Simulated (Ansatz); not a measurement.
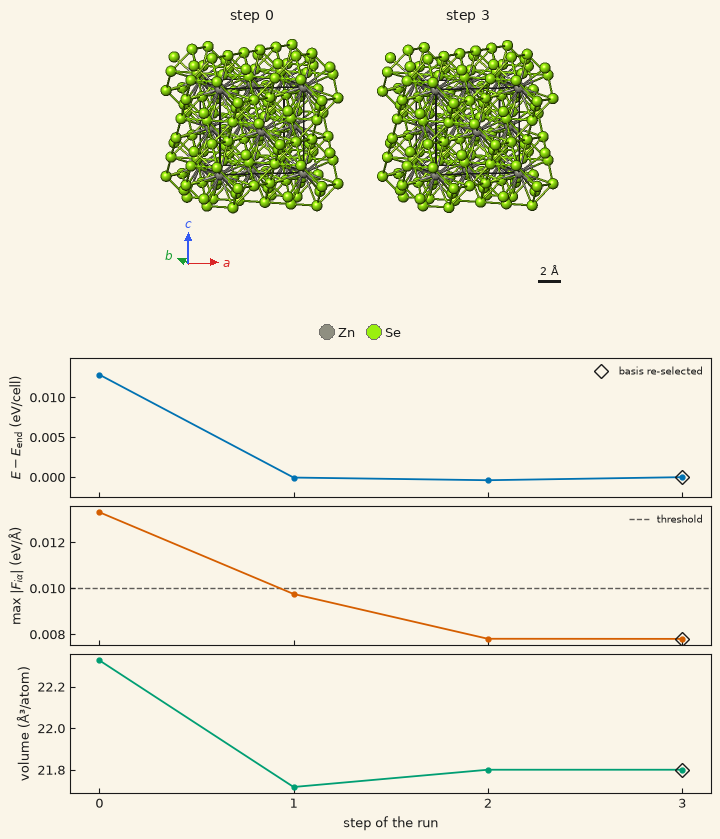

First and last geometry of a relaxation of crystalline ZnSe$_{5}$ (a generated structure, set up in F-43m), with the history of the run. The picture is a ball-and-stick view of the conventional cell (4 times the calculation's cell), seen slightly off an axis. Lengths and directions refer to the drawn axes.

These are results of Ansatz 0.2.0, DFT PBE, scalar-relativistic, plane waves, PAW, not measurements.

Input file:
```yaml
crystal:
  lattice:
    - [0.0, 4.0611813175, 4.0611813175]
    - [4.0611813175, 0.0, 4.0611813175]
    - [4.0611813175, 4.0611813175, 0.0]
  atoms:
    - { symbol: Zn, position: [0.0, 0.0, 0.0] }
    - { symbol: Se, position: [0.6250745985, 0.6250745985, 0.6250745985] }
    - { symbol: Se, position: [0.1247762045, 0.6250745985, 0.6250745985] }
    - { symbol: Se, position: [0.6250745985, 0.6250745985, 0.1247762045] }
    - { symbol: Se, position: [0.6250745985, 0.1247762045, 0.6250745985] }
    - { symbol: Se, position: [0.25, 0.25, 0.25] }
basis:
  ecutwfc: 420
kpoints:
  mp_grid: { grid: [8, 8, 8] }
hamiltonian:
  xc: pbe
scf:
  occupations: { method: gaussian, width: 0.1 }
output:
  forces: true
  stress: true
  eigenvalues: true
relax:
  adjacent_minimum: "off"
  f_tol: 0.01
  max_steps: 80
  cell: { stress_tol: 0.05 }
```

Run as
```bash
ansatz run input.yaml --threads 1 --pin off --max-ram 2560MiB --backend cpu --events-out ev --progress --plain --runs-dir out
```

Read the history and describe the run.

Answer. It converged. After 2 accepted moves (3 points after the start) the energy has fallen by 12.9 meV per cell of the calculation. Largest force component: 0.013 eV/Å at the start, 0.0078 eV/Å at the end. Pressure: −1.25 GPa at the start and 0.00 GPa at the end. At 1 point the geometry stayed and the basis and grid were re-selected for the new cell (energy shift of 0.4 meV per cell of the calculation at most each time). No atom moves by more than 0.005 Å relative to the cell. Cell: a = b = c 8.122 → 8.058 Å (−0.8 %). Volume −2.4 %. Some distances before and after: Se2–Se3 2.870 → 2.841 Å, Zn1–Se6 3.517 → 3.489 Å, Zn1–Se2 3.367 → 3.340 Å. The space group stays F-43m (No. 216).
